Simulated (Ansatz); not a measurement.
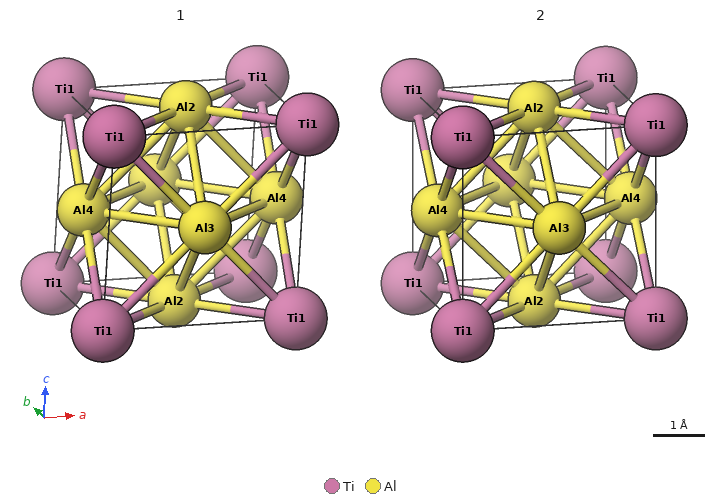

Two geometries of a crystal of TiAl3 (set up in Pm-3m): one is the relaxed structure, the other was perturbed away from it. A ball-and-stick model of the cell of the calculation, seen slightly off an axis.

All numbers below come from DFT r2SCAN, scalar-relativistic, plane waves, PAW (Ansatz). (plane-wave cutoff 500 eV; k-point mesh 14 × 14 × 14; occupations gaussian; smearing width 0.1 eV; no spin polarisation)

**Which one is perturbed?**

Structure 1 is the perturbed one. Shear of c along a, +6.0 %, is applied. Symmetry leaves the atoms no freedom, so this is a single point. Some distances before and after: Al–Ti 2.797 → 2.714 to 2.882 Å, Al–Al 2.797 → 2.714 to 2.882 Å. The space group (tolerance 0.01 Å) goes from Pm-3m (No. 221) to Cmmm (No. 65). The energy rises by 15.5 meV per atom. The pressure goes from 0.0 to 0.5 GPa. The principal stresses (compression positive) are 6.1 GPa along [1 0 −1], −0.2 GPa along b, −4.5 GPa along [1 0 1]. All forces vanish by symmetry.
